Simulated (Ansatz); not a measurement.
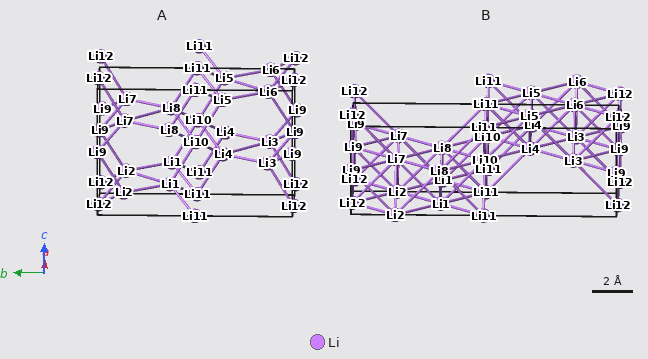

Two geometries of crystalline Li (a generated structure, set up in Pccn) (coarse preliminary run), drawn at one scale. One is the start of a relaxation, the other its converged end. A ball-and-stick model of the cell of the calculation, repeated 2 × 1 × 1 with one cell outlined, seen from a free direction.

Computed with DFT PBE, scalar-relativistic, plane waves, PAW in Ansatz. (plane-wave cutoff 420 eV; k-point mesh 6 × 2 × 4; occupations gaussian; smearing width 0.1 eV; no spin polarisation; cell and atoms relaxed; force threshold 0.04 eV/Å; at most 70 steps)

### Which one is relaxed?

Structure B is the relaxed one. The largest moves relative to the cell, 0.94 Å, are those of 8 atoms (Li1, Li2, Li3, Li4 and others). Li7 goes roughly along [1 −1 −3]. The volume changes by +2.0 %, with a 3.646 → 3.906 Å (+7.1 %), b 9.821 → 13.374 Å (+36.2 %), c 6.651 → 4.650 Å (−30.1 %). Near-neighbour distances that change, for instance: Li1–Li10 4.666 → 3.217 Å, Li1–Li8 3.976 → 3.034 Å, Li1–Li7 4.031 → 3.224 Å, Li10–Li11 3.792 → 3.036 Å. Bond angles that change, for instance: Li7–Li8–Li10 145.5° → 179.9°, Li7–Li8–Li10 150.5° → 179.8°, Li7–Li8–Li10 80.6° → 97.7°. The space group (tolerance 0.01 Å) goes from Pccn (No. 56) to Fmmm (No. 69). Over 15 accepted moves (17 points after the start) the energy falls by 252 meV per atom. The largest force component goes from 0.52 to 0.0049 eV/Å. Pressure: 1.78 GPa at the start and −0.05 GPa at the end. At 2 points the geometry stayed and the basis and grid were re-selected for the new cell (energy shift of 4.5 meV per atom at most each time). The run took 3.3 min on 1 thread of Arm Neoverse V1 (shared host), peak memory 0.45 GiB.
